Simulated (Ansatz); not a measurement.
GaP

```yaml
crystal:
  lattice:
    - [3.61825, 0.00000, 0.00000]
    - [-1.80913, 3.13350, 0.00000]
    - [0.00000, 0.00000, 6.11002]
  atoms:
    - { symbol: Ga, position: [0.00000, 0.00000, 0.00000] }
    - { symbol: Ga, position: [0.00000, 0.00000, 0.50000] }
    - { symbol: P, position: [0.33333, 0.66667, 0.25000] }
    - { symbol: P, position: [0.66667, 0.33333, 0.75000] }
```

Space group P6₃/mmc; started from the NiAs prototype, which need not be the ambient phase.

Method: DFT, PBE, plane waves, PAW (Ansatz).

In a PAW calculation such maps are meaningful between the atoms, not at the nuclei.

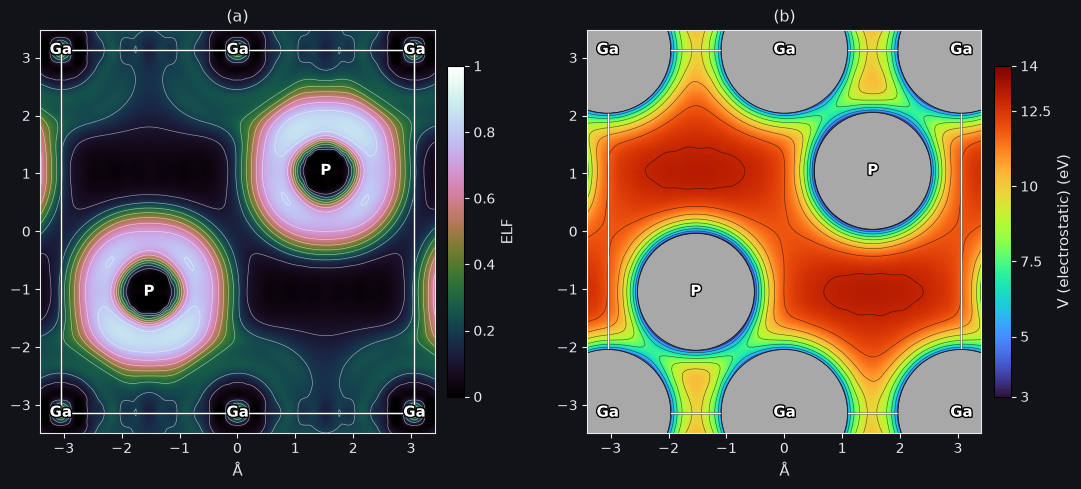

Figure 1. (a) electron localisation function; (b) electrostatic potential energy of an electron on the (110) plane of the conventional cell. Grey discs cover the atomic cores in the potential map.

**What does the map show?**

The section cuts through Ga and P sites.
Ga–P (2.59 Å): the ELF peaks at about 0.85 in the valence shell of P, 0.9 Å from its nucleus, and is about 0.60 at the midpoint.
The features right at Ga lie inside the PAW spheres, where the map follows smoothed inner orbitals and isn't to be read closely.
Outside the cores the potential energy rises away from the atoms and is highest about 2.1 Å from the nearest atoms; its zero is arbitrary.

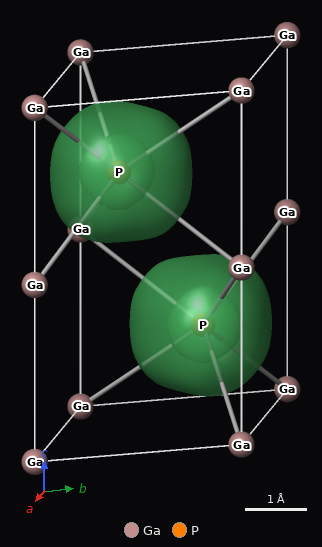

Figure 2. Isosurface of the electron localisation function at 0.65 (green), seen slightly off an axis. Only the valence region is drawn (cores and ρ < 0.01 e/Å³ removed). Sticks mark near contacts.

**What do the ELF domains correspond to?**

At this value the surface marks out two regions wrapped around P (the valence shell of each), counted in one cell of 4 atoms. Any copies at cell faces, edges or corners count once.
